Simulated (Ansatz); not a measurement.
Consider Sr.

Input

```
crystal:
  lattice:
    - [7.2647883701, 0.0, 0.0]
    - [-3.632394185, 6.2914912816, 0.0]
    - [0.0, 0.0, 3.8095336684]
  atoms:
    - { symbol: Sr, position: [0.0, 0.6700290021, 0.0] }
    - { symbol: Sr, position: [0.3299709979, 0.3299709979, 0.0] }
    - { symbol: Sr, position: [0.6700290021, 0.0, 0.0] }
basis:
  ecutwfc: 420
kpoints:
  mp_grid: { grid: [9, 9, 12] }
hamiltonian:
  xc: pbesol
scf:
  occupations: { method: gaussian, width: 0.1 }
output:
  forces: true
  stress: true
  eigenvalues: true
  write_density: true
  write_potential: true
  elf: true
  volumetric_format: npy
```

Launched as:

```sh
ansatz run input.yaml --threads 1 --pin off --max-ram 1331MiB --backend cpu --events-out ev --progress --plain --runs-dir out
```

Below, planes, directions and counts refer to the conventional cell (a = 7.26 Å, b = 7.26 Å, c = 3.81 Å, α = 90.00°, β = 90.00°, γ = 120.00°).

Space group P-62m; a structure from a database of computed crystals, not necessarily the ambient phase; changed on purpose from its base cell (strained and moved within the space group).

Theory: DFT PBEsol, scalar-relativistic, plane waves, PAW (Ansatz 0.2.0).

Q: Predict the valence pseudo-density and electron localisation function between the atoms.

A: Sr–Sr (4.15 Å): the density is about 0.04 e/Å³ at the midpoint; the ELF is about 0.20 at the midpoint: no shared electron pair shows on this line.
Sr–Sr (4.22 Å): the density is about 0.04 e/Å³ at the midpoint; the ELF is about 0.20 at the midpoint: no localised pair shows between them.

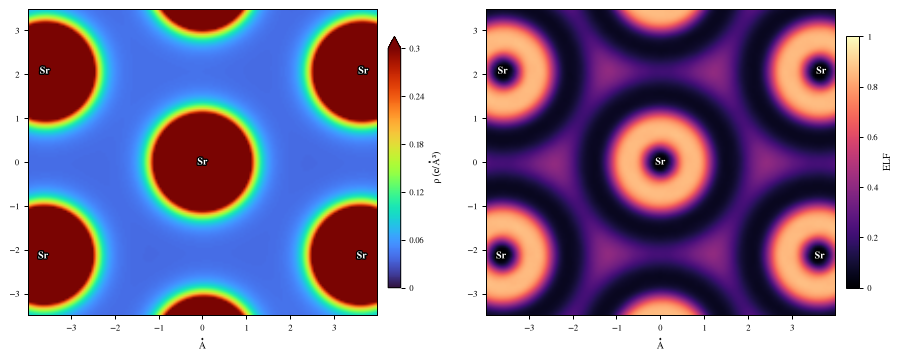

Computed valence pseudo-density and electron localisation function on the (001) plane of the conventional cell, in this order. 

The density is the valence pseudo-density of a PAW calculation; it isn't the true density close to the nuclei.
